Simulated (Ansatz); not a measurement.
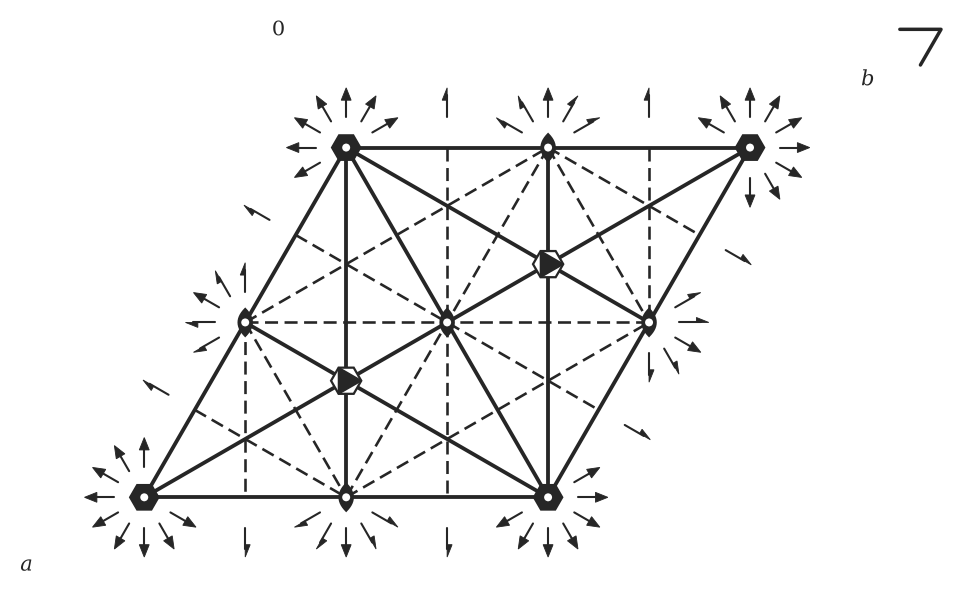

Symmetry elements of a space group, projected down c, computed from the operations of a computed or model structure of composition Co, which need not be its known form.

Graphical symbols as in the International Tables (origin upper left, heights as fractions; handed screw axes are marked by their printed symbols).

Question: Which space group is it?

Answer: No. 191, P6/mmm; primitive hexagonal, point group 6/mmm, 24 general positions a cell.

Question: List the elements shown.

Answer: −6 axes along c at (1/3, 2/3), (2/3, 1/3); 6 axes along c at (0, 0); 2 axes along c at (0, 1/2), (1/2, 0), (1/2, 1/2); inversion centres at (0, 0), (0, 1/2), (1/2, 0), (1/2, 1/2); mirror planes holding c and [1 1 0] or [1 2 0] or [2 1 0] or [−1 1 0]; in-plane glide planes holding c and [1 1 0] or [1 2 0] or [2 1 0] or [−1 1 0]; mirror planes normal to a*, at x = 0; b glide planes normal to a*, at x = 1/2; mirror planes normal to b*, at y = 0; a glide planes normal to b*, at y = 1/2; a mirror plane normal to c at height 0; 2 axes along [1 1 0] at height 0; 2 axes along [1 2 0] at height 0; 2 axes along [2 1 0] at height 0; 2 axes along [−1 1 0] at height 0; 2 axes along a at height 0; 2 axes along b at height 0; 2₁ axes along [1 1 0] at height 0; 2₁ axes along [1 2 0] at height 0; 2₁ axes along [2 1 0] at height 0; 2₁ axes along [−1 1 0] at height 0; 2₁ axes along a at height 0; 2₁ axes along b at height 0. Heights repeat every half period; positions are (a, b) fractions, modulo 1.
